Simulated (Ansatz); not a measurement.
**BN: density, localisation and related maps**

Input

```
crystal:
  lattice:
    - [0.0, 1.8048137551, 1.8770063053]
    - [1.8048137551, 0.0, 1.8770063053]
    - [1.8048137551, 1.8048137551, 0.0]
  atoms:
    - { symbol: B, position: [0.0, 0.0, 0.0] }
    - { symbol: "N", position: [0.75, 0.75, 0.75] }
basis:
  ecutwfc: 500
kpoints:
  mp_grid: { grid: [12, 12, 12] }
hamiltonian:
  xc: r2scan
scf:
  occupations: { method: gaussian, width: 0.05 }
output:
  forces: true
  stress: true
  eigenvalues: true
  write_density: true
  write_potential: true
  elf: true
  volumetric_format: npy
```

Launched as:

```sh
ansatz run input.yaml --threads 2 --pin off --max-ram 5120MiB --backend cpu --events-out ev --progress --plain --runs-dir out
```

Below, planes, directions and counts refer to the conventional cell (a = 2.55 Å, b = 2.55 Å, c = 3.75 Å, α = 90.00°, β = 90.00°, γ = 90.00°).

Space group I-4m2; a structure from a database of computed crystals, not necessarily the ambient phase; changed on purpose from its base cell (strain +0.000 along x and y, +0.040 along z, atoms carried along); computed pressure about −14 GPa in this cell.

Level of theory: DFT r2SCAN, scalar-relativistic, plane waves, PAW (Ansatz 0.2.0).

Core electrons are frozen (PAW), and the valence fields are smoothed inside the atomic spheres.

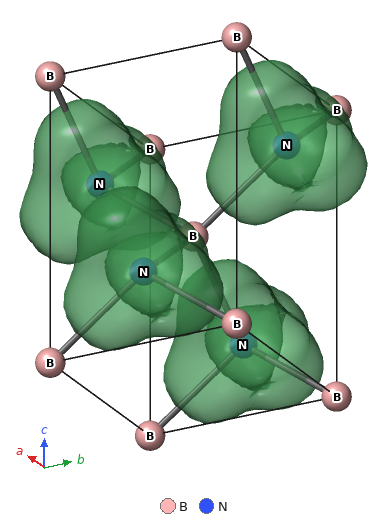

Figure 1. Isosurface of the electron localisation function at 0.7 (green), seen at an oblique angle. Only the valence region is drawn (cores and ρ < 0.01 e/Å³ removed). Sticks mark near contacts.

Question: What do the ELF domains correspond to?

Answer: The surface consists of two regions on N in which the atom's valence shell and bonds are merged, counted in one cell of 4 atoms. Regions shared between cells count once. Along the contacts the grid gives the following. B–N (1.58 Å): the ELF peaks at about 0.95 between the atoms, as expected for a polar covalent bond.

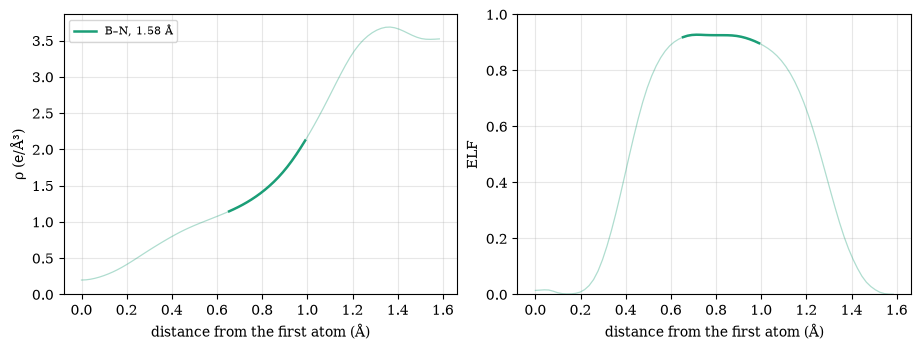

Figure 2. Valence electron density and ELF along straight lines between neighbouring atoms. Thin, pale parts lie inside the atomic spheres.

Question: What can be read from the curves?

Answer: B–N (1.58 Å): ρ at the midpoint is about 1.4 e/Å³; the ELF peaks at about 0.95 between the atoms, as expected for a polar covalent bond.

Question: Does the calculation give a band gap?

Answer: It is gapped, with a Kohn–Sham gap of 4.6 eV on the k-point mesh, an upper bound to the gap of this method.
